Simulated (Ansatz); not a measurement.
Band edges of SiC (space group F-43m, No. 216).

The calculation's input:

```yaml
crystal:
  lattice:
    - [0.0, 2.179, 2.179]
    - [2.179, 0.0, 2.179]
    - [2.179, 2.179, 0.0]
  atoms:
    - { symbol: Si, position: [0.0, 0.0, 0.0] }
    - { symbol: C, position: [0.75, 0.75, 0.75] }
basis:
  ecutwfc: 420
kpoints:
  mp_grid: { grid: [16, 16, 16] }
hamiltonian:
  xc: pbe
scf:
  occupations: { method: gaussian, width: 0.05 }
output:
  forces: true
  eigenvalues: true
  eigenstates:
    nscf_kmesh: { grid: [34, 34, 34] }
    top_band: c6
    de_dk: true
    localisation: true
  stress: true
checkpoint:
  write: ck
  compress: false
  write_wavefunctions: false
  write_every: 100000
```

Run with:

```sh
ansatz run input.yaml --threads 2 --pin off --max-ram 5120MiB --backend cpu --events-out ev --progress --plain --runs-dir out
```

Theory: DFT PBE, scalar-relativistic, plane waves, PAW; levels and slopes on a dense k mesh at the converged density (Ansatz). No spin polarisation. k mesh for the levels: 34×34×34. Unrelaxed database geometry (residual pressure 3 GPa).

Masses come from a second pass at points close to the extrema; at the energies drawn a band may no longer be parabolic.

The gap is indirect, 1.36 eV at this level of theory (semilocal functionals give gaps that are too small, and can reorder valleys that lie close).

Valence band: one maximum at Γ, three bands meeting there, with masses of 0.37 and 0.59 mₑ among them, each the same along x, y and z. Band 4 forms the valence edge; band 3 meets it there and band 2 meets it there.
Conduction band: three equivalent minima at X, principal masses 0.23, 0.23 and 0.67 mₑ. Band 5 forms the conduction edge.

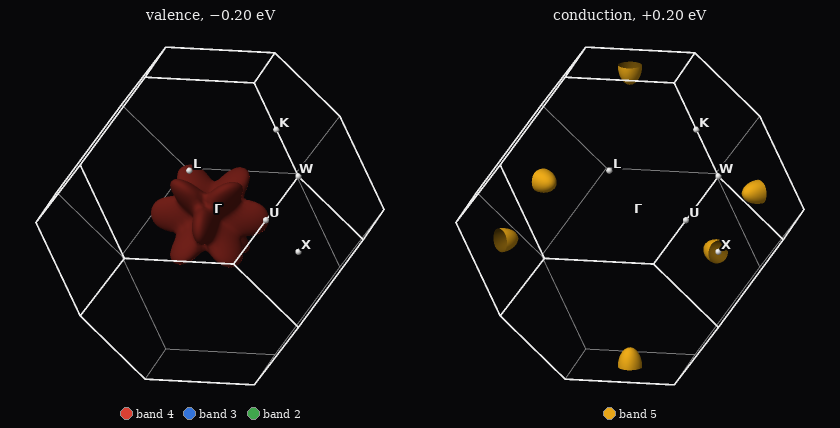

Constant-energy surfaces near the two band edges, measured from each edge.

Where one band's surface lies inside another's, the outer one hides all or part of it.

Spin-orbit coupling, left out here, can split bands that meet at an edge and change their masses.
